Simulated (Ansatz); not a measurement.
**Geometry relaxation, with input and output: Si$_{3}$N$_{4}$ (part 2 of 2)**

The same run, continued: Si$_{3}$N$_{4}$ (Fd-3m, 14 atoms in the cell); DFT PBE, scalar-relativistic, plane waves, PAW, no spin polarisation (Ansatz 0.2.0); cutoff 420 eV, 6×6×6 k-mesh, Gaussian smearing of 0.02 eV. The structure was made by a generator, so it may or may not be a known phase.

Geometry of the input (Å; fractional positions):
```
0.0000  3.8942  3.8942
3.8942  0.0000  3.8942
3.8942  3.8942  0.0000
Si 0.7500  0.7500  0.7500
Si 0.5000  0.5000  0.5000
Si 0.6250  0.1250  0.1250
Si 0.1250  0.1250  0.6250
Si 0.1250  0.6250  0.1250
Si 0.1250  0.1250  0.1250
N  0.3676  0.8973  0.3676
N  0.8824  0.8824  0.8824
N  0.8973  0.3676  0.3676
N  0.8824  0.8824  0.3527
N  0.8824  0.3527  0.8824
N  0.3676  0.3676  0.8973
N  0.3527  0.8824  0.8824
N  0.3676  0.3676  0.3676
```

**Output, continued**
```
--- Stress (GPa, compression-positive) ---
        0.049424      -0.000000      -0.000000
       -0.000000       0.049424      -0.000000
       -0.000000      -0.000000       0.049424
  P = ⅓ Tr σ = 0.0494 GPa (0.494 kbar)
--- Band table (eV; the first three rows and the last of 16) ---
  k-point 0: bands = ["-7.7848", "-4.5140", "-3.5947", "-3.5947", "-3.5947", "-2.6363", "-2.6363", "-2.6363", "0.5203", "1.5469", "2.1162", "2.1162", "2.1162", "3.8013", "3.8013", "6.8072", "6.8072", "6.8072", "8.6502", "8.6502", "8.6502", "9.0998", "9.0998", "9.0998", "10.1955", "10.1955", "10.8149", "10.8149", "10.8149", "10.9309", "10.9309", "10.9309", "14.3144", "14.3144", "14.3144", "15.8462", "16.9164", "17.7484", "18.4803", "18.4803", "18.7472", "18.7472", "18.7472", "20.5296", "20.5296", "20.5296"]
  k-point 1: bands = ["-7.6374", "-4.6894", "-3.9145", "-3.5678", "-3.5678", "-2.7479", "-2.7389", "-2.7389", "0.8856", "1.8524", "2.3163", "2.3163", "2.6946", "4.0561", "4.0561", "6.3185", "6.7376", "6.7376", "8.2541", "8.2541", "8.5429", "8.7337", "9.0068", "9.0068", "9.9388", "9.9388", "10.1942", "10.5805", "10.5805", "10.6769", "10.8897", "10.8897", "14.7061", "14.8178", "14.8178", "16.3517", "17.3035", "18.2018", "18.9105", "18.9105", "19.0326", "19.1869", "19.1869", "20.0487", "20.7803", "20.7803"]
  k-point 2: bands = ["-7.2186", "-5.4149", "-4.0825", "-3.4796", "-3.4796", "-3.0293", "-2.9711", "-2.9711", "1.6195", "2.5340", "2.8599", "2.8599", "4.0512", "4.4692", "4.4692", "5.5321", "6.5220", "6.5220", "7.2892", "7.8788", "7.8788", "8.5237", "8.5237", "8.5720", "8.9422", "9.2443", "9.2443", "10.3624", "10.4545", "10.4545", "10.7570", "10.7570", "15.4188", "15.8636", "15.8636", "17.4723", "17.6329", "18.6642", "18.6642", "18.8622", "19.7111", "20.0723", "20.4358", "20.4358", "21.0235", "21.0235"]
  k-point 15: bands = ["-6.0806", "-6.0806", "-4.7856", "-4.7856", "-3.3122", "-3.3122", "-2.6080", "-2.6080", "3.1926", "3.1926", "3.9311", "3.9311", "4.8263", "4.8263", "5.5213", "5.5213", "5.7901", "5.7901", "6.6427", "6.6427", "7.3007", "7.3007", "7.6115", "7.6115", "8.8970", "8.8970", "9.2486", "9.2486", "9.7681", "9.7681", "10.3697", "10.3697", "17.6366", "17.6366", "18.0216", "18.0216", "18.8486", "18.8486", "19.7051", "19.7051", "20.5669", "20.5669", "20.7601", "20.7601", "21.7212", "21.7212"]
--- Relaxed structure (2 steps of the walk, 2 accepted, 1 SCFs on fresh bases) ---
  F+E_penalty+E_count = -6899.80045814 eV   max|allowed force component| = 1.509e-3 eV/Å   (the final SCF, on the basis selected at the relaxed cell)
  cell:  # Å, volume = 118.1285 Å³
    - [-1.0588820005861147e-34, 3.894408591296917, 3.894408591296917]
    - [3.894408591296917, -7.006136545231437e-35, 3.894408591296917]
    - [3.894408591296917, 3.894408591296917, -4.2196049647416605e-35]
  atoms:
    - { symbol: Si, position: [0.75, 0.75, 0.75] }
    - { symbol: Si, position: [0.49999999999999994, 0.49999999999999994, 0.49999999999999994] }
    - { symbol: Si, position: [0.625, 0.125, 0.125] }
    - { symbol: Si, position: [0.12499999999999999, 0.12499999999999999, 0.625] }
    - { symbol: Si, position: [0.125, 0.625, 0.125] }
    - { symbol: Si, position: [0.12499999999999999, 0.12499999999999999, 0.12499999999999999] }
    - { symbol: N, position: [0.3675474521596486, 0.897357643521054, 0.3675474521596487] }
    - { symbol: N, position: [0.8824525478403513, 0.8824525478403513, 0.8824525478403513] }
    - { symbol: N, position: [0.897357643521054, 0.3675474521596486, 0.3675474521596487] }
    - { symbol: N, position: [0.8824525478403513, 0.8824525478403513, 0.35264235647894626] }
    - { symbol: N, position: [0.8824525478403513, 0.35264235647894626, 0.8824525478403512] }
    - { symbol: N, position: [0.3675474521596486, 0.3675474521596486, 0.897357643521054] }
    - { symbol: N, position: [0.35264235647894626, 0.8824525478403513, 0.8824525478403512] }
    - { symbol: N, position: [0.3675474521596486, 0.3675474521596486, 0.3675474521596486] }
```

**Trajectory as extended XYZ (Å, eV, eV/Å), 3 frames, from step=1 to step=3**
```
14
Lattice="0.0000 3.8942 3.8942 3.8942 0.0000 3.8942 3.8942 3.8942 0.0000" Properties=species:S:1:pos:R:3:forces:R:3 step=1 energy=-6899.80052 pressure_GPa=0.09
Si    5.8413    5.8413    5.8413    0.0000   0.0000   0.0000
Si    3.8942    3.8942    3.8942    0.0000   0.0000   0.0000
Si    0.9736    2.9207    2.9207    0.0000   0.0000   0.0000
Si    2.9207    2.9207    0.9736    0.0000   0.0000   0.0000
Si    2.9207    0.9736    2.9207    0.0000   0.0000   0.0000
Si    0.9736    0.9736    0.9736    0.0000   0.0000   0.0000
N     4.9258    2.8627    4.9258    0.0030  -0.0030   0.0030
N     6.8729    6.8729    6.8729    0.0030   0.0030   0.0030
N     2.8627    4.9258    4.9258   -0.0030   0.0030   0.0030
N     4.8098    4.8098    6.8729   -0.0030  -0.0030   0.0030
N     4.8098    6.8729    4.8098   -0.0030   0.0030  -0.0030
N     4.9258    4.9258    2.8627    0.0030   0.0030  -0.0030
N     6.8729    4.8098    4.8098    0.0030  -0.0030  -0.0030
N     2.8627    2.8627    2.8627   -0.0030  -0.0030  -0.0030
14
Lattice="0.0000 3.8944 3.8944 3.8944 0.0000 3.8944 3.8944 3.8944 0.0000" Properties=species:S:1:pos:R:3:forces:R:3 step=2 energy=-6899.80046 pressure_GPa=0.05
Si    5.8416    5.8416    5.8416    0.0000   0.0000   0.0000
Si    3.8944    3.8944    3.8944    0.0000   0.0000   0.0000
Si    0.9736    2.9208    2.9208    0.0000   0.0000   0.0000
Si    2.9208    2.9208    0.9736    0.0000   0.0000   0.0000
Si    2.9208    0.9736    2.9208    0.0000   0.0000   0.0000
Si    0.9736    0.9736    0.9736    0.0000   0.0000   0.0000
N     4.9261    2.8628    4.9261    0.0015  -0.0015   0.0015
N     6.8733    6.8733    6.8733    0.0015   0.0015   0.0015
N     2.8628    4.9261    4.9261   -0.0015   0.0015   0.0015
N     4.8100    4.8100    6.8733   -0.0015  -0.0015   0.0015
N     4.8100    6.8733    4.8100   -0.0015   0.0015  -0.0015
N     4.9261    4.9261    2.8628    0.0015   0.0015  -0.0015
N     6.8733    4.8100    4.8100    0.0015  -0.0015  -0.0015
N     2.8628    2.8628    2.8628   -0.0015  -0.0015  -0.0015
14
Lattice="0.0000 3.8944 3.8944 3.8944 0.0000 3.8944 3.8944 3.8944 0.0000" Properties=species:S:1:pos:R:3:forces:R:3 step=3 energy=-6899.80046 pressure_GPa=0.05
Si    5.8416    5.8416    5.8416    0.0000   0.0000   0.0000
Si    3.8944    3.8944    3.8944    0.0000   0.0000   0.0000
Si    0.9736    2.9208    2.9208    0.0000   0.0000   0.0000
Si    2.9208    2.9208    0.9736    0.0000   0.0000   0.0000
Si    2.9208    0.9736    2.9208    0.0000   0.0000   0.0000
Si    0.9736    0.9736    0.9736    0.0000   0.0000   0.0000
N     4.9261    2.8628    4.9261    0.0015  -0.0015   0.0015
N     6.8733    6.8733    6.8733    0.0015   0.0015   0.0015
N     2.8628    4.9261    4.9261   -0.0015   0.0015   0.0015
N     4.8100    4.8100    6.8733   -0.0015  -0.0015   0.0015
N     4.8100    6.8733    4.8100   -0.0015   0.0015  -0.0015
N     4.9261    4.9261    2.8628    0.0015   0.0015  -0.0015
N     6.8733    4.8100    4.8100    0.0015  -0.0015  -0.0015
N     2.8628    2.8628    2.8628   -0.0015  -0.0015  -0.0015
```

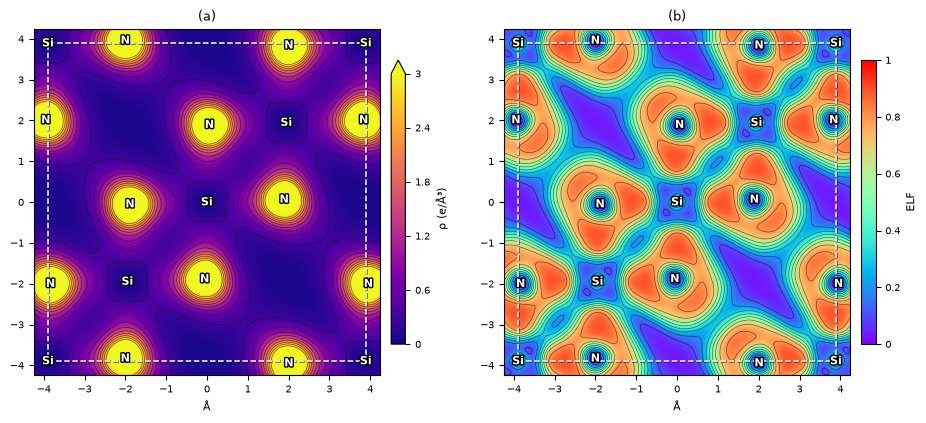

(a) valence electron density; (b) electron localisation function on the (100) plane of the conventional cell. The plane passes through Si and N nuclei. Away from the nuclei the density in this plane falls to 0.06 e/Å³ at its lowest. In a PAW calculation such maps are meaningful between the atoms, not at the nuclei.

**Key numbers**

| quantity | value |
| --- | --- |
| outcome | converged |
| space group (tolerance 0.01 Å) | Fd-3m (227) |
| electrons treated | 64 |
| free energy | −6899.8005 eV |
| Fermi energy | 12.643 eV |
| gap on the k-point mesh | 3.34 eV |
| pressure | 0.05 GPa |
| final volume | 118.13 Å³ |
| largest force (length of the vector) at the end | 0.003 eV/Å |
| final cell | a = 5.508 Å, b = 5.508 Å, c = 5.508 Å, α = 60.00°, β = 60.00°, γ = 60.00° |
| wall time | 19 s |
| peak memory | 0.4 GiB |
